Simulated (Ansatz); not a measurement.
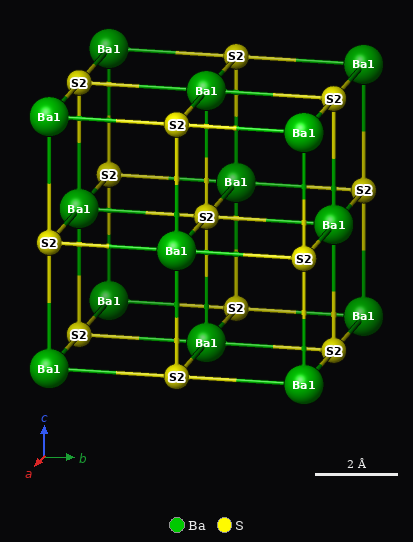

Fig. 1: The input geometry (ball-and-stick view of the cell 4 times as large as that of the calculation, set on its symmetry axes, seen slightly off an axis; atoms are numbered from 1 in the order of the input).

BaS: single-point calculation

The run: single-point calculation of BaS (2 atoms in the cell). Method and program: DFT, PBE, plane waves, PAW, no spin polarisation (Ansatz 0.2.0).

The structure derives from an entry of the Crystallography Open Database. Figures and captions count atoms from 1; the log counts them from 0 in places.

**Log**
```
Ba: output.efg is read without spin–orbit coupling, which moves field gradients at and beside such atoms by some per cent and up to a factor of two; PAW files take it under magnetization.noncollinear and magnetization.spin_orbit
Engine: ansatz 0.2.0, aarch64-unknown-linux-gnu
Pseudopotentials: kind: paw
Pseudopotential: Ba, paw, valence charge 10, recommended cutoff 420 eV (normal), Ba.paw.azcp
Pseudopotential: S, paw, valence charge 6, recommended cutoff 420 eV (normal), S.paw.azcp
Functional definition: PBE
  parameter kappa = 0.804
  parameter beta = 0.06672455060314922
  exchange = pbe_x(kappa = kappa, mu = beta*pi^2/3)
  correlation = pbe_c(beta = beta)
Crystal: 2 atoms, lattice volume = 67.107 Å³
Basis set: ecut = 420 eV, 1363 PW (Γ), exchange–correlation on 64×64×64 points (8 copies of the dense FFT grid, shifted against one another)
Bands: 12, of which v1, the nominal top of the filled ones, is band 8 counted from 1 (7 counted from 0)
Symmetry: 1 space group operations
k-points: 172 of 343 (time reversal used)
Non-local potential: Ba, projectors of the file, l = 0: 3, l = 1: 2, l = 2: 2, l = 3: 2
Non-local potential: S, projectors of the file, l = 0: 2, l = 1: 2, l = 2: 2
PAW form: soft (Blöchl's): semilocal exchange-correlation on the pseudo side does not see the compensation charge
PAW one-centre angular grid: Ba, 194 points (default); XC on 64 Gauss nodes
PAW one-centre angular grid: S, 110 points (default); XC on 64 Gauss nodes
Initial density: superposition of atomic densities (chi_scale 0, normalization cell)
Initial wavefunctions: pseudopotential atomic-orbital guess
Functional: x = pbe(κ = 0.804, μ = 0.2195149727645171), c = pbe(β = 0.06672455060314922)
SCF iter   1: F=—  HF=-6856.230421 eV  |F-HF|=—  |Δ(HF+E_count)|=         —  Δρ=3.40e-2  dr2=1.97e0  ethr=1.00e-1  ⟨swp⟩=7.9  Hψ=7687  notcnv=0
preconditioner: auto → none  [insulator: Δε(μ)=3.213 eV  Ē_g=12.342 eV  σ=0.010 eV  W_gap=1.00  n_scr=14 (ndim 8)  ℏωp=17.0 eV  f_vac=0.000  D(μ)=0.00/eV (n_scr^D=0)  ε∞_Penn≈2.9]
SCF iter   2: F=—  HF=-6855.914492 eV  |F-HF|=—  |Δ(HF+E_count)|=   3.16e-1  Δρ=1.99e-2  dr2=3.38e-1  ethr=1.23e-2  ⟨swp⟩=5.6  Hψ=6457  notcnv=0  defer=40
SCF iter   3: F=—  HF=-6855.846301 eV  |F-HF|=—  |Δ(HF+E_count)|=   6.82e-2  Δρ=7.33e-3  dr2=3.73e-2  ethr=2.12e-3  ⟨swp⟩=4.6  Hψ=5831  notcnv=0  defer=50
SCF iter   4: F=—  HF=-6855.865089 eV  |F-HF|=—  |Δ(HF+E_count)|=   1.88e-2  Δρ=2.31e-3  dr2=5.46e-3  ethr=2.33e-4  ⟨swp⟩=5.4  Hψ=6412  notcnv=0  defer=100
SCF iter   5: F=—  HF=-6855.863626 eV  |F-HF|=—  |Δ(HF+E_count)|=   1.46e-3  Δρ=1.37e-3  dr2=1.79e-3  ethr=3.41e-5  ⟨swp⟩=4.6  Hψ=5163  notcnv=0  defer=182
SCF iter   6: F=—  HF=-6855.863282 eV  |F-HF|=—  |Δ(HF+E_count)|=   3.44e-4  Δρ=4.66e-4  dr2=2.64e-4  ethr=1.12e-5  ⟨swp⟩=5.9  Hψ=7212  notcnv=0  defer=105
iter 7 solved again at ethr=7.51e-8 eV; its pass at ethr=1.65e-6 eV (dr2=1.20e-5 eV) is discarded
SCF iter   7: F=—  HF=-6855.863214 eV  |F-HF|=—  |Δ(HF+E_count)|=   6.77e-5  Δρ=9.33e-5  dr2=9.77e-6  ethr=7.51e-8  ⟨swp⟩=4.5  Hψ=10029  notcnv=0  defer=46
eigensolver tolerance schedule: the retry pair's looser diagonalisation over-reported the residual by 0.23 of it (diagonalisation noise at 0.24 of the residual, at the tolerance the schedule requests for it); recorded, not acted on — ethr = c·dr2/N_el stays at c = 1.0e-1
SCF iter   8: F=—  HF=-6855.863202 eV  |F-HF|=—  |Δ(HF+E_count)|=   1.27e-5  Δρ=1.55e-5  dr2=2.74e-7  ethr=6.11e-8  ⟨swp⟩=3.9  Hψ=4278  notcnv=0  defer=41
SCF iter   9: F=-6855.863202 eV  HF=-6855.863202 eV  |F-HF|=1.55e-8  |Δ(HF+E_count)|=   1.22e-7  Δρ=3.96e-6  dr2=1.71e-8  ethr=1.71e-9  ⟨swp⟩=5.2  Hψ=5848  notcnv=0  defer=21
SCF 1 converged in 9 iterations: F = -6855.863202 eV  dr2 = 1.71e-8
  Residual-converged pass: ⟨swp⟩=7.1  Hψ=9354  notcnv=0  max |occ|·‖R‖ = 1.0e-8 eV (tolerance 1.0e-8 eV)  dr2=1.83e-8  dr2_onsite=1.31e-9  max |Δocc| = 0.0e0
  greatest PAW one-centre occupation: 0.955 electrons in one spin orbital (limit 2), on the Ba atom at site 0 (counted from 0), in its partial waves of l = 0
```

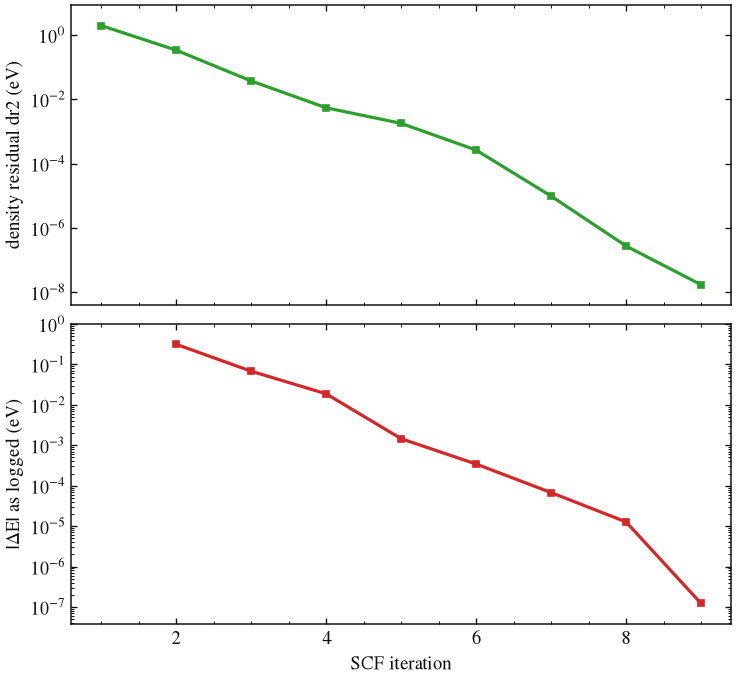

Fig. 2: Convergence of the self-consistent field: density residual dr2 and size of the energy change against the SCF iteration. The residual falls at every step.

```
SCF converged after 9 iterations
Free energy (F): -6855.863202 eV
Harris-Foulkes:  -6855.863202 eV  (|F-HF|=1.55e-8)
Internal energy: -6855.863202 eV  (E = F + TS)
E sigma→0 (E₀):  -6855.863202 eV
Fermi energy:    6.665247 eV
--- Per-component energies (eV) ---
  E_band       = -55.871197
  E_kinetic    = 275.691924
  E_local      = -413.165112  (includes V_loc(G=0)·N_el)
  E_nonlocal   = 85.082799
  E_hartree    = 130.857245
  E_xc         = -266.365466
  E_vxc        = -224.528523  (∫ρ·V_xc dr)
  E_paw        = -5826.063226  (= ΣΔE_a)
  E_vpaw       = -40.667278  (= ΣTr[D̂ρ^β])
  E_aug_tail   = -0.000000  (compensation charges beyond the density's cutoff)
  E_ewald      = -841.901366
  E_smearing   = -0.000000  (= −TS)
  E_closure    = -0.000000  (closes the sum)
  Σ components = -6855.863202   (vs F -6855.863202, Δ=0.00e0)
--- Forces (eV/Å), atoms counted from 1 ---
  atom   1  Ba    -0.00000352     0.00000111     0.00000170
  atom   2  S      0.00000745    -0.00000253    -0.00000358
  max |Σ_I F_I| component: 3.93e-6 eV/Å
--- Stress (GPa, compression-positive) ---
       -0.424016      -0.000000       0.000000
       -0.000000      -0.424011      -0.000001
        0.000000      -0.000001      -0.424016
  P = ⅓ Tr σ = -0.4240 GPa (-4.240 kbar)
--- PAW observables at the nuclei: V_zz in 10²¹ V/m², potentials from the cell's mean, atoms counted from 1 ---
  atom   1  Ba V_zz =    +0.000006   η = 0.3502   by run symmetry: not_imposed
            electrostatic potential = -9621.360147 V   contact ρ = 2065462.930322 e/Å³
  atom   2  S  V_zz =    +0.000007   η = 0.8936   by run symmetry: not_imposed
            electrostatic potential = -1634.783275 V   contact ρ = 19765.674367 e/Å³
--- Band table (eV; the first three rows and the last of 172) ---
  k-point 0: bands = ["-20.5246", "-5.5877", "-5.5877", "-5.5877", "-4.7333", "5.5168", "5.5168", "5.5168", "9.0576", "9.4714", "9.4714", "9.4714"]
  k-point 1: bands = ["-20.5174", "-5.9055", "-5.5945", "-5.5945", "-4.3996", "5.0456", "5.2876", "5.2876", "9.4353", "9.7482", "9.7482", "9.8009"]
  k-point 2: bands = ["-20.5010", "-6.3340", "-5.6094", "-5.6094", "-3.9334", "4.2730", "4.8681", "4.8681", "9.7325", "10.5149", "10.5149", "11.1274"]
  k-point 171: bands = ["-20.4833", "-6.5278", "-5.6998", "-5.6382", "-3.7439", "3.9269", "4.6156", "4.7165", "10.5001", "10.7465", "11.6048", "12.2850"]
```

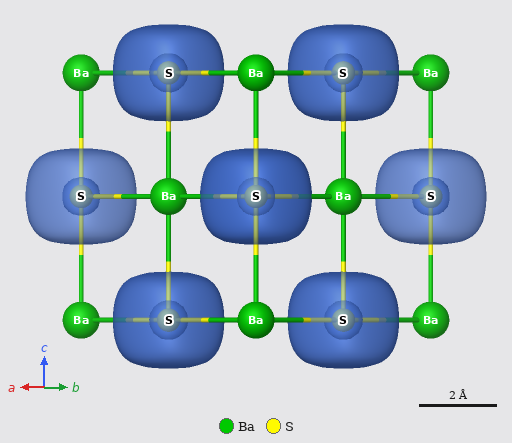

Fig. 3: Isosurface of the ELF at 0.65 (blue), seen along [110]. Core shells and regions of very low density are left out. Sticks mark near contacts. The outline is the cell set on symmetry axes. Along the contacts the grid gives the following. Ba–S (3.23 Å): the ELF peaks at about 0.85 in the valence shell of S, 0.8 Å from its nucleus, and drops to about 0.10 between the two atoms (a largely ionic contact). The fields are those of the smooth PAW valence density.

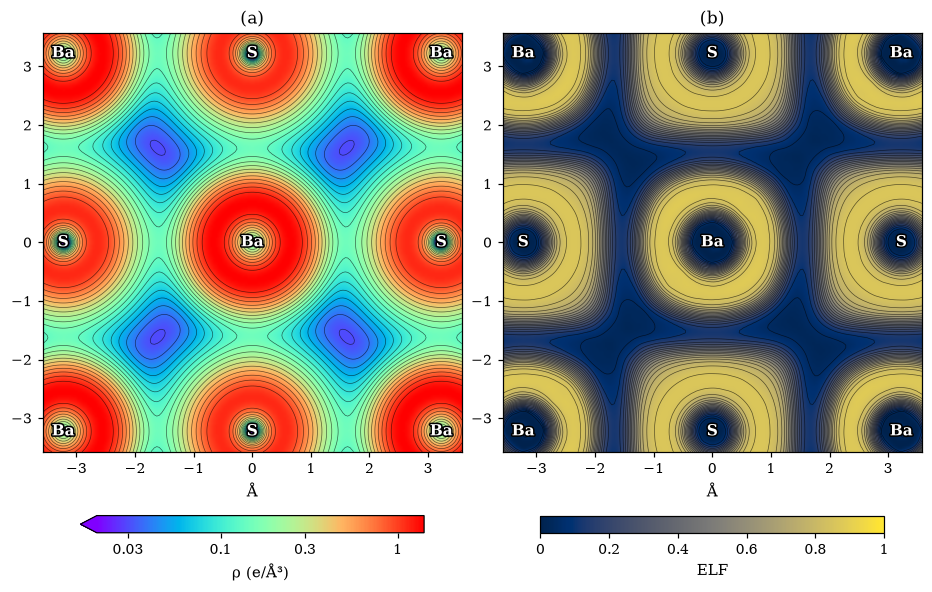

Fig. 4: (a) valence electron density; (b) electron localisation function on the (001) plane of the conventional cell. Atoms in the plane: Ba and S. Ba–S (3.23 Å): ρ at the midpoint is about 0.15 e/Å³; the ELF peaks at about 0.85 in the valence shell of S, 0.8 Å from its nucleus, and drops to about 0.10 between the two atoms, as expected for two separate closed shells. Away from the nuclei the density in this plane falls to 0.03 e/Å³ at its lowest. The strong features right at Ba lie inside the PAW spheres (semicore, d or f shells) and say nothing about bonding.

The run was set up as follows.

**The input**
```yaml
crystal:
  lattice:
    - [0.0, 3.2253733438, 3.2253733438]
    - [3.2253733438, 0.0, 3.2253733438]
    - [3.2253733438, 3.2253733438, 0.0]
  atoms:
    - { symbol: Ba, position: [0.0, 0.0, 0.0] }
    - { symbol: S, position: [0.5, 0.5, 0.5] }
  symmetry: { detect: false }
kpoints:
  mp_grid: { grid: [7, 7, 7] }
scf:
  occupations: { method: fermi_dirac, width: 0.01 }
  initial_density: { chi_scale: 0.0 }
  eigensolver: { kind: davidson }
hamiltonian:
  xc: pbe
  pseudopotentials: { kind: paw }
output:
  forces: true
  stress: true
  eigenvalues: true
  efg: { contact_densities: true }
  write_density: true
  write_potential: true
  elf: true
  volumetric_format: npy
basis:
  precision: f64
```

Command:
```bash
ansatz run input.yaml --threads 1 --pin off --max-ram 2048MiB --backend cpu --events-out ev --progress --plain --runs-dir out
```

**Summary**

```json
{"quantity": "outcome", "value": "converged"}
{"quantity": "space group (tolerance 0.01 Å)", "value": "Fm-3m (225)"}
{"quantity": "electrons treated", "value": "16"}
{"quantity": "free energy", "value": "−6855.8632 eV"}
{"quantity": "Fermi energy", "value": "6.665 eV"}
{"quantity": "gap on the k-point mesh", "value": "2.30 eV"}
{"quantity": "pressure", "value": "−0.42 GPa"}
{"quantity": "largest force (length of the vector)", "value": "under 0.001 eV/Å"}
{"quantity": "hardware", "value": "1 thread of Arm Neoverse V1, 24 GiB of memory available, shared host"}
{"quantity": "wall time", "value": "32 s"}
{"quantity": "peak memory", "value": "0.4 GiB"}
```

**Remarks**

Settings chosen away from the usual ones: scf.initial_density.chi_scale = 0.0, scf.eigensolver.kind = "davidson", basis.precision = "f64", crystal.symmetry = {"detect": false}. The program warns: the field gradients leave out spin–orbit coupling.
